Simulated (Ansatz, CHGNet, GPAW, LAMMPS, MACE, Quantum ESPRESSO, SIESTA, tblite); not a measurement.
**Glassy 68SiO2-14MgO-11ZnO-7BaO (mol %) (75 atoms): other programs against plane waves**

Aim: forces, pressure and gap of glassy 68SiO2-14MgO-11ZnO-7BaO (mol %) (75 atoms) at one geometry, from other programs and methods, against plane-wave PBE.

Results are calculated, not measured.

### Step 1. The structure

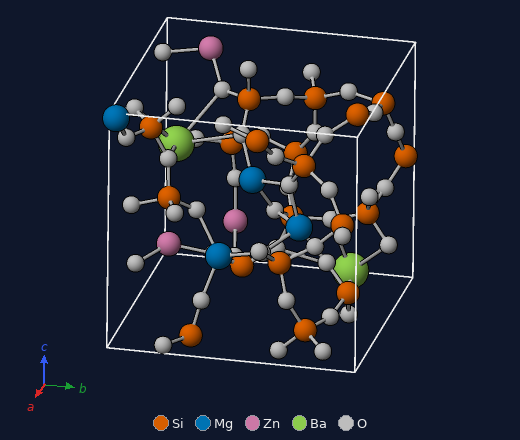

The cell (silicon orange, magnesium blue, zinc pink, barium green, oxygen light grey).

The cell holds 75 atoms (19 Si, 4 Mg, 3 Zn, 2 Ba and 47 O), with edges of 10.68, 10.68 and 10.68 Å. Recipe: 75 atoms (19 Si, 4 Mg, 3 Zn, 2 Ba, 47 O) placed at random at 2.53 g/cm³, melted at 4000 K for 10 ps at fixed volume with the Morse and Coulomb pair potential with partial charges (Pedone, Malavasi, Menziani, Cormack and Segre, J. Phys. Chem. B 110, 11780 (2006)). Quenched from 4000 K to 300 K at 25 K/ps and fixed volume, held 5 ps, then minimised at fixed cell. The density is 2.53 g/cm³.

### Step 2. The reference input

Quantum ESPRESSO 7.5: Kohn-Sham DFT, PBE, SSSP efficiency 1.3.0 pseudopotentials, plane waves. Its input, pw.in:

```
&control
  calculation = 'scf'
  pseudo_dir = './pseudo'
  outdir = './tmp'
  disk_io = 'none'
  tprnfor = .true.
  tstress = .true.
/
&system
  ibrav = 0
  nat = 75
  ntyp = 5
  ecutwfc = 60
  ecutrho = 480
  nosym = .true.
  occupations = 'smearing'
  smearing = 'fd'
  degauss = 0.003675
/
&electrons
  conv_thr = 3.8e-07
  electron_maxstep = 100
  mixing_beta = 0.4
  mixing_mode = 'plain'
  diagonalization = 'david'
/
ATOMIC_SPECIES
Si 28.085 Si.upf
Mg 24.305 Mg.upf
Zn 65.380 Zn.upf
Ba 137.327 Ba.upf
O 15.999 O.upf
CELL_PARAMETERS angstrom
10.67530 0.00000 0.00000
0.00000 10.67530 0.00000
0.00000 0.00000 10.67530
ATOMIC_POSITIONS crystal
Si 0.33380 0.89179 0.39710
Si 0.35101 0.39243 0.12862
Si 0.83909 0.30050 0.01938
Si 0.88301 0.56968 0.89116
[... 69 atom lines left out ...]
O 0.86314 0.42764 0.93787
O 0.35361 0.98165 0.27877
K_POINTS gamma
```

```console
$ OMP_NUM_THREADS=1 mpirun -np 4 pw.x -in pw.in > output.txt
```

Run time: 3.7 min. Hardware: 4 MPI ranks of Arm Neoverse V1, shared host; peak memory 3.8 GiB.

It converged with an r.m.s. force component of 0.85 eV/Å and a pressure of 0.52 GPa.

Its highest filled and lowest empty levels lie 2.28 eV apart on its k-points.

### Step 3. The other programs

- CHGNet: machine-learned potential, published weights.
- GPAW 26.7.0: PAW with atomic orbitals (LCAO), plane waves or a real-space grid of spacing h.
- MACE: machine-learned potential, published weights.
- SIESTA 5.4.2: numerical atomic orbitals, whose automatically made sets are far from complete, with PseudoDojo norm-conserving potentials that we converted to its format (checked against plane waves on the same files for H, C, O, Si, Ge and Ca alone); labels give functional, basis size, energy shift and mesh cutoff.
- tblite 0.8.0: extended tight binding, driven from Python.

All use the same cell and atoms, and the electronic-structure runs the same k-mesh.

### Step 4. Side by side

Differences are against the reference: forces as r.m.s. over components, share as that over the reference's r.m.s. force, slope as the fitted ratio of a run's forces to the reference's.

```
                                                 run  Δ force, r.m.s. (meV/Å)  share (%)  slope  Δ pressure (GPa)  Δ gap (eV)  cores  CPU time  memory (GiB)
                                           reference                        -          -      -                 -           -      4    15 min           3.8
                             CHGNet r2SCAN potential                      285       33.6  0.690             -3.35           -      1     3.9 s          0.89
                        GPAW PBE, LCAO dzp, h 0.18 Å                      306       36.0  1.309                 -      -0.168      1     3 min           1.6
          GPAW PBE, LCAO szp(dzp), h 0.18 Å (coarse)                      303       35.7  1.259                 -      -0.289      1   2.2 min           1.5
                       GPAW RPBE, LCAO dzp, h 0.18 Å                      347       40.9  1.321                 -      -0.056      1   3.1 min           1.6
                         MACE MP-0b2 small potential                      128       15.1  0.919             0.135           -      1     7.1 s          0.66
                        MACE MP-0b3 medium potential                      108       12.7  0.928            0.0504           -      1     8.9 s          0.92
 SIESTA PBE, DZ, shift 0.01 Ry, mesh 500 Ry (coarse)                      909        107  1.805              9.24      -0.467      1   1.9 min          0.93
        SIESTA PBE, DZP, shift 0.002 Ry, mesh 500 Ry                      209       24.6  1.187              2.33      -0.313      2   8.6 min           2.6
         SIESTA PBE, DZP, shift 0.01 Ry, mesh 500 Ry                      234       27.6  1.199              1.57      -0.310      2   4.2 min           1.8
 SIESTA PBE, SZ, shift 0.02 Ry, mesh 500 Ry (coarse)                      863        102  1.738              6.34       -1.42      1      84 s          0.72
SIESTA PBE, SZP, shift 0.01 Ry, mesh 500 Ry (coarse)                      432       51.0  1.329              5.07      -0.270      2   3.5 min           1.7
         SIESTA PBE, TZP, shift 0.01 Ry, mesh 500 Ry                      180       21.3  1.141             0.327      -0.295      2   5.5 min           2.1
                                     tblite GFN1-xTB                      508       59.9  0.922             -2.93           -      1     4.3 s          0.11
```

Rows marked coarse were listed beforehand as settings not expected to be converged; some can still land near the reference.

Times of the machine-learned potentials are mostly Python's start and the loading of weights.

CPU time is summed over cores on shared hosts, so it is rough.

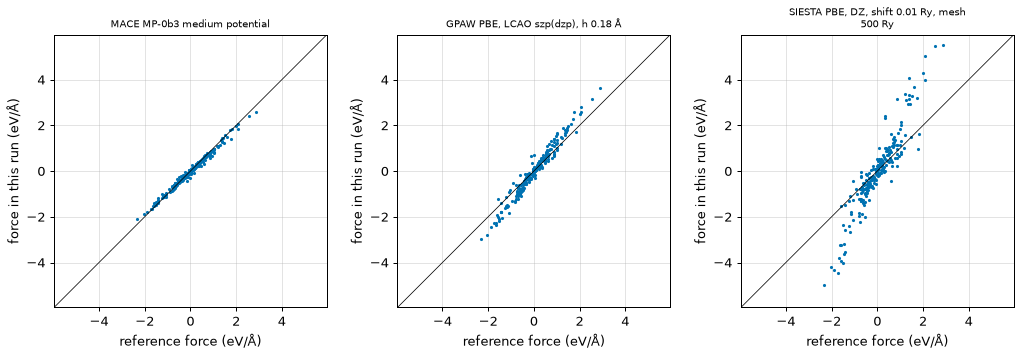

Force components against those of the reference; the line marks equality.

### Step 5. What came out

Forces lie from 13 % (MACE MP-0b3 medium potential) to 107 % (SIESTA PBE, DZ, shift 0.01 Ry, mesh 500 Ry, coarse) of the reference's r.m.s. force of 0.85 eV/Å away from it. The PBE runs in local orbitals, coarse settings apart, differ by 21 % (SIESTA PBE, TZP, shift 0.01 Ry, mesh 500 Ry) to 36 % (GPAW PBE, LCAO dzp, h 0.18 Å); basis, grid and potentials can all enter. Tight binding differs by 60 % (tblite GFN1-xTB); it is another model, with fitted parameters of its own, and the xTB methods hold dispersion. Machine-learned potentials differ by 13 % (MACE MP-0b3 medium potential) to 34 % (CHGNet r2SCAN potential); they were trained on other programs' data, some at another functional.

Rows with another functional or a dispersion term differ by 41 % (GPAW RPBE, LCAO dzp, h 0.18 Å), which mixes the change of model with differences of basis and potentials. Runs with settings chosen to be coarse differ by 36 % (GPAW PBE, LCAO szp(dzp), h 0.18 Å) to 107 % (SIESTA PBE, DZ, shift 0.01 Ry, mesh 500 Ry), their programs' other errors included. GPAW PBE, LCAO dzp, h 0.18 Å stiffens the forces by a factor of 1.31 while following their directions (correlation 0.990); the slopes of the 3 GPAW runs lie between 1.26 and 1.32; the difference isn't even, but is largest on one element. Pressures at PBE, coarse settings apart, lie +0.33 to +2.33 GPa from the reference's. Gaps at PBE, coarse settings apart, lie -0.31 to -0.17 eV from the reference's.

Caveats: Periodic xTB results under one method name differ between programs and library versions. The potentials hold different valence shells: 446 electrons in the reference, 454 in GPAW and 478 in SIESTA; this bears on time and differences. The reference's pressure holds the uncorrected Pulay stress of its 60 Ry basis, so small pressure differences may be the reference's own error. Machine-learned potentials mimic data converged in k, so the reference's own k-point error enters their differences. The quench rate of 25 K/ps is many orders above laboratory rates, so the cell is likely richer in defects and strain than a real sample. The network of bonds at the start is that of the classical potential that made the cell, and needn't be the one that DFT or experiment would give. The reference's stress is far from hydrostatic: its diagonal is 1.5, -2.2, 2.2 GPa, compression counted positive. The electronic-structure runs sample only Γ, in a cell whose shortest periodic width is 11 Å. Spin–orbit coupling is left out, which matters for the levels of the heavy elements. Where levels are smeared, the DFT runs use Fermi–Dirac occupations at 580 K (0.05 eV), and energies are free energies. The reference's cutoffs and mesh weren't converged further here.

[Logs are printed without paths, hosts, clocks, repeated set-up lines and the standing remarks that a program may print on its own settings, such as how far it seeks lower states.]

[Hosts, paths, dates, database ids (printed as entryN), source tags and the programs' standing remarks are cut or masked in the printed files.]

[Cells were taken only where this reference lay near another plane-wave run.]
